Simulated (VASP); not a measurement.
## SnO₂: geometry relaxation (part 3 of 3)

SnO₂ (Fm-3m, 3 atoms in the cell); Kohn-Sham DFT of a periodic cell, MS2, VASP PAW PBE potentials, recommended, no spin polarisation (VASP 6.6.1); cutoff 600 eV, 9×9×9 k-mesh, Gaussian smearing of 0.05 eV. The structure derives from a Materials Project entry.

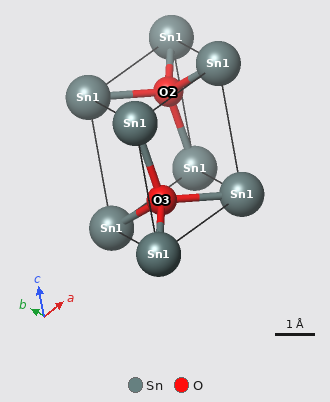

**Figure 1.** The geometry at step 4 of the log (ball-and-stick view of the cell of the calculation, seen slightly off an axis; atoms are numbered from 1 in the order of the input).

Parts of OUTCAR, continued
```
  FORCE on cell =-STRESS in cart. coord.  units (eV):
  Direction    XX          YY          ZZ          XY          YZ          ZX
  --------------------------------------------------------------------------------------
  -------------------------------------------------------------------------------------
  Total        0.0286694      0.0286694      0.0286694      0.0000000      0.0000000      0.0000000
  in kB        1.4173609      1.4173609      1.4173609      0.0000000      0.0000000      0.0000000
  external PRESSURE =       1.4173609 kB  Pullay stress =       0.0000000 kB

 VOLUME and BASIS-vectors are now :
 -----------------------------------------------------------------------------
  energy-cutoff  :      600.00
  volume of cell :       32.41
      direct lattice vectors                 reciprocal lattice vectors
     0.000000000  2.530499126  2.530499126    -0.197589477  0.197589477  0.197589477
     2.530499126  0.000000000  2.530499126     0.197589477 -0.197589477  0.197589477
     2.530499126  2.530499126  0.000000000     0.197589477  0.197589477 -0.197589477

 POSITION                                       TOTAL-FORCE (eV/Angst)
 -----------------------------------------------------------------------------------
      0.00000      0.00000      0.00000        -0.000000     -0.000000     -0.000000
      3.79575      3.79575      3.79575         0.000000     -0.000000     -0.000000
      1.26525      1.26525      1.26525        -0.000000      0.000000      0.000000
 -----------------------------------------------------------------------------------
    total drift:                                0.000000     -0.000000      0.000000

  FREE ENERGIE OF THE ION-ELECTRON SYSTEM (eV)
  ---------------------------------------------------
  free  energy   TOTEN  =       -19.4326849226 eV

  energy  without entropy=      -19.4326849226  energy(sigma->0) =      -19.43268492

--------------------------------------- Ionic step        6  -------------------------------------------

 number of electron      25.9999999 magnetization

------------------------ aborting loop because EDIFF is reached ----------------------------------------

  FORCE on cell =-STRESS in cart. coord.  units (eV):
  Direction    XX          YY          ZZ          XY          YZ          ZX
  --------------------------------------------------------------------------------------
  -------------------------------------------------------------------------------------
  Total       -0.0280808     -0.0280808     -0.0280808     -0.0000000      0.0000000      0.0000000
  in kB       -1.3865362     -1.3865362     -1.3865362     -0.0000000      0.0000000      0.0000000
  external PRESSURE =      -1.3865362 kB  Pullay stress =       0.0000000 kB

 VOLUME and BASIS-vectors are now :
 -----------------------------------------------------------------------------
  energy-cutoff  :      600.00
  volume of cell :       32.45
      direct lattice vectors                 reciprocal lattice vectors
     0.000000000  2.531548961  2.531548961    -0.197507537  0.197507537  0.197507537
     2.531548961 -0.000000000  2.531548961     0.197507537 -0.197507537  0.197507537
     2.531548961  2.531548961  0.000000000     0.197507537  0.197507537 -0.197507537

 POSITION                                       TOTAL-FORCE (eV/Angst)
 -----------------------------------------------------------------------------------
      5.06310      2.53155      2.53155         0.000000      0.000000      0.000000
      3.79732      3.79732      3.79732         0.000000      0.000000      0.000000
      1.26577      1.26577      1.26577        -0.000000     -0.000000     -0.000000
 -----------------------------------------------------------------------------------
    total drift:                                0.000000     -0.000000      0.000000

  FREE ENERGIE OF THE ION-ELECTRON SYSTEM (eV)
  ---------------------------------------------------
  free  energy   TOTEN  =       -19.4328132104 eV

  energy  without entropy=      -19.4328132104  energy(sigma->0) =      -19.43281321

--------------------------------------- Ionic step        7  -------------------------------------------

 number of electron      25.9999999 magnetization

------------------------ aborting loop because EDIFF is reached ----------------------------------------

  FORCE on cell =-STRESS in cart. coord.  units (eV):
  Direction    XX          YY          ZZ          XY          YZ          ZX
  --------------------------------------------------------------------------------------
  -------------------------------------------------------------------------------------
  Total       -0.0254682     -0.0254682     -0.0254682      0.0000000      0.0000000     -0.0000000
  in kB       -1.2575999     -1.2575999     -1.2575999      0.0000000      0.0000000     -0.0000000
  external PRESSURE =      -1.2575999 kB  Pullay stress =       0.0000000 kB

 VOLUME and BASIS-vectors are now :
 -----------------------------------------------------------------------------
  energy-cutoff  :      600.00
  volume of cell :       32.45
      direct lattice vectors                 reciprocal lattice vectors
     0.000000000  2.531503372  2.531503372    -0.197511094  0.197511094  0.197511094
     2.531503372 -0.000000000  2.531503372     0.197511094 -0.197511094  0.197511094
     2.531503372  2.531503372  0.000000000     0.197511094  0.197511094 -0.197511094

 POSITION                                       TOTAL-FORCE (eV/Angst)
 -----------------------------------------------------------------------------------
      0.00000      0.00000      0.00000        -0.000000     -0.000000     -0.000000
      3.79726      3.79726      3.79726        -0.000000     -0.000000     -0.000000
      1.26575      1.26575      1.26575         0.000000      0.000000      0.000000
 -----------------------------------------------------------------------------------
    total drift:                                0.000000     -0.000000      0.000000

  FREE ENERGIE OF THE ION-ELECTRON SYSTEM (eV)
  ---------------------------------------------------
  free  energy   TOTEN  =       -19.4328089948 eV

  energy  without entropy=      -19.4328089948  energy(sigma->0) =      -19.43280899

--------------------------------------- Ionic step        8  -------------------------------------------

 number of electron      25.9999999 magnetization

 Free energy of the ion-electron system (eV)
  ---------------------------------------------------
  ext. energy  EPLUGINS =         0.00000000
  ---------------------------------------------------
  free energy    TOTEN  =       -19.43275875 eV

  energy without entropy =      -19.43275875  energy(sigma->0) =      -19.43275875

 E-fermi :   8.0222     XC(G=0): -12.7957     alpha+bet :-15.7638

 val. band max:        7.7137960529   @ k =  -0.3333   0.4444   0.2222
 cond. band min:       8.3337269152   @ k =   0.0000   0.0000   0.0000
 fundamental gap:      0.6199308623
 Fermi energy:         8.0222444428

 k-point     1 :       0.0000    0.0000    0.0000
  band No.  band energies     occupation
      1     -13.0238      2.00000
      2     -13.0085      2.00000
      3     -13.0085      2.00000
      4     -13.0084      2.00000
      5     -12.7582      2.00000
      6     -12.7582      2.00000
      7      -9.3388      2.00000
      8       4.8053      2.00000
      9       4.8053      2.00000
     10       4.8053      2.00000
     11       6.3601      2.00000
     12       6.3601      2.00000
     13       6.3602      2.00000
     14       8.3337      0.00000
     15      15.2655      0.00000
     16      15.2655      0.00000
     17      15.2655      0.00000

 k-point     2 :       0.1111    0.0000    0.0000
  band No.  band energies     occupation
      1     -13.1119      2.00000
      2     -12.9983      2.00000
      3     -12.9982      2.00000
      4     -12.8733      2.00000
      5     -12.7588      2.00000
      6     -12.7587      2.00000
      7      -9.2976      2.00000
      8       4.3640      2.00000
      9       4.7397      2.00000
     10       4.7397      2.00000
     11       5.6014      2.00000
     12       6.2729      2.00000
     13       6.2729      2.00000
     14       9.4468      0.00000
     15      15.1180      0.00000
     16      15.5864      0.00000
     17      15.5864      0.00000

 k-point     3 :       0.2222    0.0000    0.0000
  band No.  band energies     occupation
      1     -13.3452      2.00000
      2     -12.9748      2.00000
      3     -12.9746      2.00000
      4     -12.7578      2.00000
      5     -12.7577      2.00000
      6     -12.4471      2.00000
      7      -9.2803      2.00000
      8       3.3088      2.00000
      9       4.5851      2.00000
     10       4.5851      2.00000
     11       4.8083      2.00000
     12       6.0530      2.00000
     13       6.0530      2.00000
     14      11.0956      0.00000
     15      15.0898      0.00000
     16      16.4614      0.00000
     17      16.4614      0.00000

 k-point     4 :       0.3333    0.0000    0.0000
  band No.  band energies     occupation
      1     -13.5796      2.00000
      2     -12.9536      2.00000
      3     -12.9534      2.00000
      4     -12.7507      2.00000
      5     -12.7506      2.00000
      6     -11.8124      2.00000
      7      -9.4730      2.00000
      8       2.4081      2.00000
      9       4.1884      2.00000
     10       4.4268      2.00000
     11       4.4268      2.00000
     12       5.8051      2.00000
     13       5.8051      2.00000
     14      12.4053      0.00000
     15      15.4819      0.00000
     16      17.6315      0.00000
     17      17.6315      0.00000

 k-point     5 :       0.4444    0.0000    0.0000
  band No.  band energies     occupation
      1     -13.7191      2.00000
      2     -12.9435      2.00000
      3     -12.9432      2.00000
      4     -12.7420      2.00000
      5     -12.7418      2.00000
      6     -11.1566      2.00000
      7      -9.8768      2.00000
      8       1.9615      2.00000
      9       3.8112      2.00000
     10       4.3329      2.00000
     11       4.3329      2.00000
     12       5.6441      2.00000
     13       5.6441      2.00000
     14      13.1041      0.00000
     15      15.9404      0.00000
     16      18.5911      0.00000
     17      18.5911      0.00000

 [... the levels of 18 k-points are left out ...]

 k-point    24 :       0.4444    0.4444    0.0000
  band No.  band energies     occupation
      1     -13.7853      2.00000
      2     -12.8421      2.00000
      3     -12.8421      2.00000
      4     -12.8341      2.00000
      5     -12.7140      2.00000
      6     -11.4452      2.00000
      7      -8.9137      2.00000
      8      -0.4205      2.00000
      9       2.2212      2.00000
     10       2.2212      2.00000
     11       7.5389      2.00000
     12       7.5654      2.00000
     13       7.5654      2.00000
     14      11.5390      0.00000
     15      15.1196      0.00000
     16      18.3336      0.00000
     17      20.4965      0.00000

 [... further k-points ...]

------------------------ aborting loop because EDIFF is reached ----------------------------------------

  FORCE on cell =-STRESS in cart. coord.  units (eV):
  Direction    XX          YY          ZZ          XY          YZ          ZX
  --------------------------------------------------------------------------------------
  -------------------------------------------------------------------------------------
  Total       -0.0000598     -0.0000598     -0.0000598      0.0000000      0.0000000     -0.0000000
  in kB       -0.0029544     -0.0029544     -0.0029544      0.0000000      0.0000000     -0.0000000
  external PRESSURE =      -0.0029544 kB  Pullay stress =       0.0000000 kB

 VOLUME and BASIS-vectors are now :
 -----------------------------------------------------------------------------
  energy-cutoff  :      600.00
  volume of cell :       32.43
      direct lattice vectors                 reciprocal lattice vectors
     0.000000000  2.531030940  2.531030940    -0.197547960  0.197547960  0.197547960
     2.531030940  0.000000000  2.531030940     0.197547960 -0.197547960  0.197547960
     2.531030940  2.531030940  0.000000000     0.197547960  0.197547960 -0.197547960

 POSITION                                       TOTAL-FORCE (eV/Angst)
 -----------------------------------------------------------------------------------
      0.00000      0.00000      0.00000        -0.000000     -0.000000     -0.000000
      3.79655      3.79655      3.79655        -0.000000     -0.000000     -0.000000
      1.26552      1.26552      1.26552         0.000000      0.000000      0.000000
 -----------------------------------------------------------------------------------
    total drift:                                0.000000     -0.000000     -0.000000

  FREE ENERGIE OF THE ION-ELECTRON SYSTEM (eV)
  ---------------------------------------------------
  free  energy   TOTEN  =       -19.4327587453 eV

  energy  without entropy=      -19.4327587453  energy(sigma->0) =      -19.43275875

 reached required accuracy - stopping structural energy minimisation
```

CONTCAR
```
SnO2
   1.00000000000000
     0.0000000000000000    2.5310309400567141    2.5310309400567141
     2.5310309400567141    0.0000000000000000    2.5310309400567141
     2.5310309400567141    2.5310309400567141    0.0000000000000000
  Sn              O
     1     2
Direct
     0.0000000000000000    0.0000000000000000    0.0000000000000000
     0.7500000000000000    0.7500000000000000    0.7500000000000000
     0.2500000000000000    0.2500000000000000    0.2500000000000000

  0.00000000E+00  0.00000000E+00  0.00000000E+00
  0.00000000E+00  0.00000000E+00  0.00000000E+00
  0.00000000E+00  0.00000000E+00  0.00000000E+00
```

Trajectory as extended XYZ (Å, eV, eV/Å), 8 frames, from step=0 to step=7
```
3
Lattice="0.0000 2.5741 2.5741 2.5741 0.0000 2.5741 2.5741 2.5741 0.0000" Properties=species:S:1:pos:R:3:forces:R:3 step=0 energy=-19.38309
Sn    0.0000    0.0000    0.0000    0.0000   0.0000   0.0000
O     3.8612    3.8612    3.8612    0.0000   0.0000   0.0000
O     1.2871    1.2871    1.2871    0.0000   0.0000   0.0000
3
Lattice="0.0000 2.4867 2.4867 2.4867 0.0000 2.4867 2.4867 2.4867 0.0000" Properties=species:S:1:pos:R:3:forces:R:3 step=1 energy=-19.35982
Sn    4.9735    2.4867    2.4867    0.0000   0.0000   0.0000
O     3.7301    3.7301    3.7301    0.0000   0.0000   0.0000
O     1.2434    1.2434    1.2434    0.0000   0.0000   0.0000
3
Lattice="0.0000 2.5343 2.5343 2.5343 0.0000 2.5343 2.5343 2.5343 0.0000" Properties=species:S:1:pos:R:3:forces:R:3 step=2 energy=-19.43282
Sn    0.0000    0.0000    0.0000    0.0000   0.0000   0.0000
O     3.8015    3.8015    3.8015    0.0000   0.0000   0.0000
O     1.2672    1.2672    1.2672    0.0000   0.0000   0.0000
3
Lattice="0.0000 2.5314 2.5314 2.5314 0.0000 2.5314 2.5314 2.5314 0.0000" Properties=species:S:1:pos:R:3:forces:R:3 step=3 energy=-19.43279
Sn    5.0627    2.5314    2.5314    0.0000   0.0000   0.0000
O     3.7970    3.7970    3.7970    0.0000   0.0000   0.0000
O     1.2657    1.2657    1.2657    0.0000   0.0000   0.0000
3
Lattice="0.0000 2.5305 2.5305 2.5305 0.0000 2.5305 2.5305 2.5305 0.0000" Properties=species:S:1:pos:R:3:forces:R:3 step=4 energy=-19.43268
Sn    0.0000    0.0000    0.0000    0.0000   0.0000   0.0000
O     3.7957    3.7957    3.7957    0.0000   0.0000   0.0000
O     1.2652    1.2652    1.2652    0.0000   0.0000   0.0000
3
Lattice="0.0000 2.5315 2.5315 2.5315 -0.0000 2.5315 2.5315 2.5315 0.0000" Properties=species:S:1:pos:R:3:forces:R:3 step=5 energy=-19.43281
Sn    5.0631    2.5315    2.5315    0.0000   0.0000   0.0000
O     3.7973    3.7973    3.7973    0.0000   0.0000   0.0000
O     1.2658    1.2658    1.2658    0.0000   0.0000   0.0000
3
Lattice="0.0000 2.5315 2.5315 2.5315 -0.0000 2.5315 2.5315 2.5315 0.0000" Properties=species:S:1:pos:R:3:forces:R:3 step=6 energy=-19.43281
Sn    0.0000    0.0000    0.0000    0.0000   0.0000   0.0000
O     3.7973    3.7973    3.7973    0.0000   0.0000   0.0000
O     1.2658    1.2658    1.2658    0.0000   0.0000   0.0000
3
Lattice="0.0000 2.5310 2.5310 2.5310 0.0000 2.5310 2.5310 2.5310 0.0000" Properties=species:S:1:pos:R:3:forces:R:3 step=7 energy=-19.43276
Sn    0.0000    0.0000    0.0000    0.0000   0.0000   0.0000
O     3.7965    3.7965    3.7965    0.0000   0.0000   0.0000
O     1.2655    1.2655    1.2655    0.0000   0.0000   0.0000
```

The run was set up as follows.

INCAR
```
SYSTEM = SnO2
PREC = Accurate ; ENCUT = 600
EDIFF = 1E-7 ; ISMEAR = 0
SIGMA = 0.05 ; LREAL = .False.
LASPH = .True. ; NELM = 60
ALGO = Normal ; ISIF = 3
LWAVE = .False. ; LCHARG = .False.
METAGGA = MS2 ; LMIXTAU = .True.
IBRION = 2 ; NSW = 60
EDIFFG = -0.005
```

KPOINTS
```
Automatic mesh
0
Gamma
  9 9 9
  0 0 0
```

POSCAR
```
SnO2
1.0
    0.0000000000      2.5741500000      2.5741500000
    2.5741500000      0.0000000000      2.5741500000
    2.5741500000      2.5741500000      0.0000000000
Sn O
1 2
Direct
    0.0000000000      0.0000000000      0.0000000000
    0.7500000000      0.7500000000      0.7500000000
    0.2500000000      0.2500000000      0.2500000000
```

Launched with:
```bash
cat potpaw_PBE.64/Sn_d/POTCAR potpaw_PBE.64/O/POTCAR > POTCAR
mpirun -np 1 vasp_std > vasp.out
```

Results in brief

```tsv
quantity	value
outcome	converged
space group (tolerance 0.01 Å)	Fm-3m (225)
electrons treated	26
free energy	−19.4328 eV
Fermi energy	8.022 eV
gap on the k-point mesh	0.62 eV
pressure	0.00 GPa
final volume	32.43 Å³
largest force (length of the vector) at the end	under 0.001 eV/Å
final cell	a = 3.579 Å, b = 3.579 Å, c = 3.579 Å, α = 60.00°, β = 60.00°, γ = 60.00°
hardware	1 thread of Intel Xeon (Sapphire Rapids), 176 GiB of memory available, shared host
wall time	10 min
peak memory	0.19 GiB
```
